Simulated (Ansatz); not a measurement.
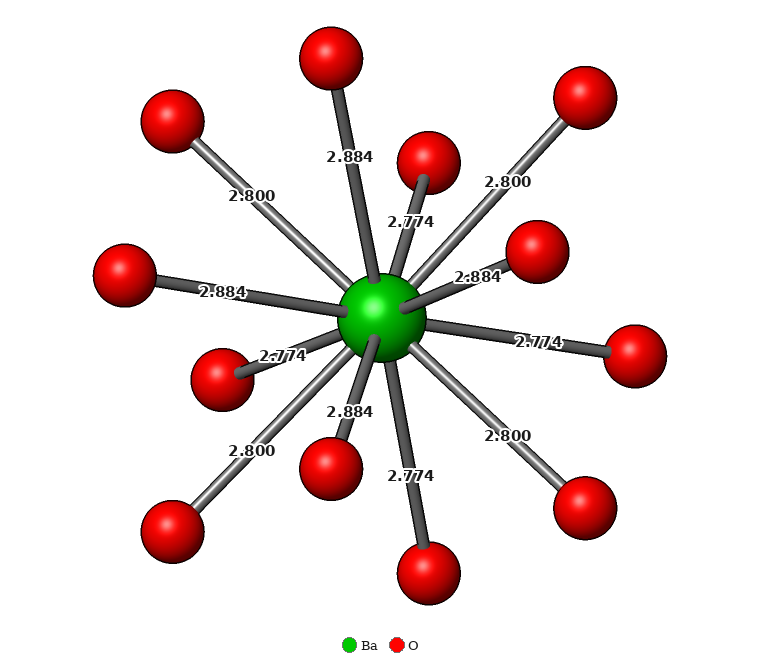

The surroundings of site Ba1 (at 0.500, 0.500, 0.583) in BaTiO3 (P4mm, No. 99), with bond lengths in Å.

Source of the atomic positions: the geometry relaxed with DFT PBEsol, scalar-relativistic, plane waves, PAW (Ansatz).

```
Ba Ti O
1.0
     3.95549    0.00000    0.00000
     0.00000    3.95549    0.00000
     0.00000    0.00000    4.04404
Ba Ti O
1 1 3
Direct
  0.50000 0.50000 0.58252
  0.00000 0.00000 0.09773
  0.00000 0.50000 0.06348
  0.50000 0.00000 0.06348
  0.00000 0.00000 0.55279
```

Bond valence s = exp((R0 − d)/b), R0 fitted to published crystal structures with b = 0.37 Å; R0 in Å: Ba2+–O 2.279.

### Calculate the bond-valence sum of Ba1 from the bonds drawn.

4 × 0.262 + 4 × 0.245 + 4 × 0.195 = 2.81 v.u., against a formal valence of 2: overbonded (bonds short for this ion) by 0.81.

Further R0 (Å): Ti4+–O 1.801.

### And over the whole structure?

```
site              x, y, z  formal valence  bond-valence sum  difference
 Ba1  0.500, 0.500, 0.583              +2              2.83        0.83
 Ti1  0.000, 0.000, 0.098              +4              3.70       -0.30
  O1  0.000, 0.500, 0.063              −2              2.15        0.15
  O2  0.000, 0.000, 0.553              −2              2.23        0.23
```

These sums include all anions within 5 Å. The global instability index (root mean square of the differences over all atoms) is 0.42 v.u.: above 0.2, which by the usual rule of thumb marks a strained structure.
